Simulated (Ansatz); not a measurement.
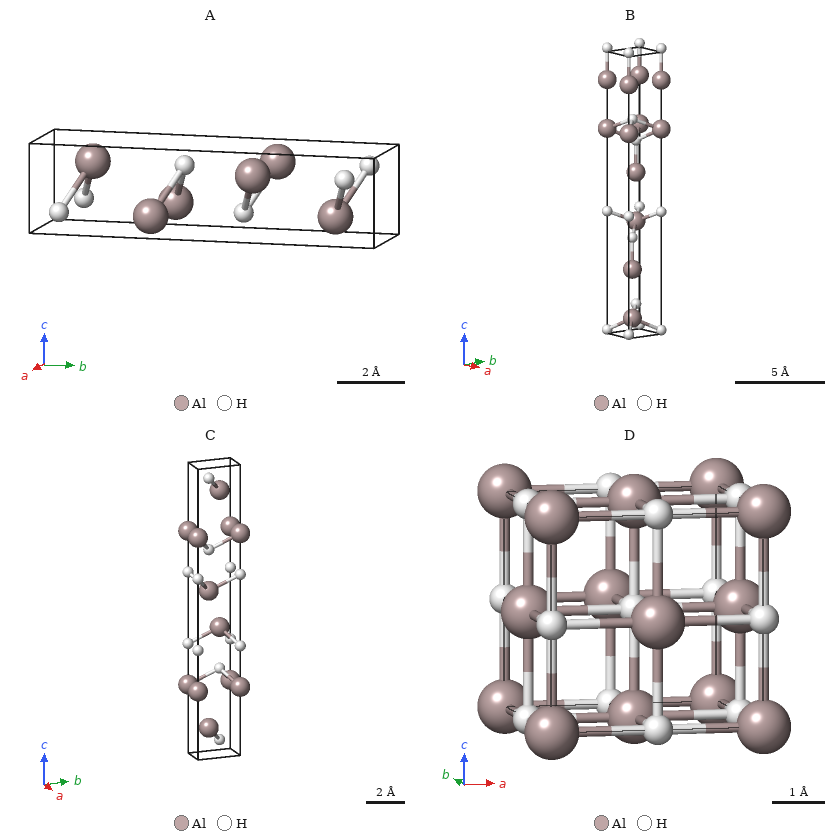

Four structures of AlH, each relaxed to rest (conventional cells in solid outline, small ones repeated, each panel with its own scale). Method: Ansatz, DFT PBE, scalar-relativistic, plane waves, PAW, without spin polarisation.

Question: Give the type and space group of each panel.

Answer: A: 8 atoms a cell on a base-centred orthorhombic lattice, Cmcm; B: 12 atoms a cell on a rhombohedral (trigonal R) lattice, R3m; C: 12 atoms a cell on a rhombohedral (trigonal R) lattice, R-3m; D: rock salt (NaCl type), Fm-3m.

Question: Rank them by energy, lowest first.

Answer: C, then B (+25 meV/atom), A (+58 meV/atom) and D (+111 meV/atom), energies at zero smearing.

Question: Collect the results in a table.

Answer:
| panel | structure | E − E(lowest) (meV/atom) | volume (Å³/atom) | gap (eV) |
| --- | --- | --- | --- | --- |
| C | R-3m | 0 | 10.1 | metal |
| B | R3m | 25 | 10.9 | metal |
| A | Cmcm | 58 | 10.2 | metal |
| D | Fm-3m | 111 | 9.5 | metal |

Some of these may be structure types tried for this composition rather than known phases, and the most stable form need not be among them. Gaps are taken on the k-mesh or band path of each run.
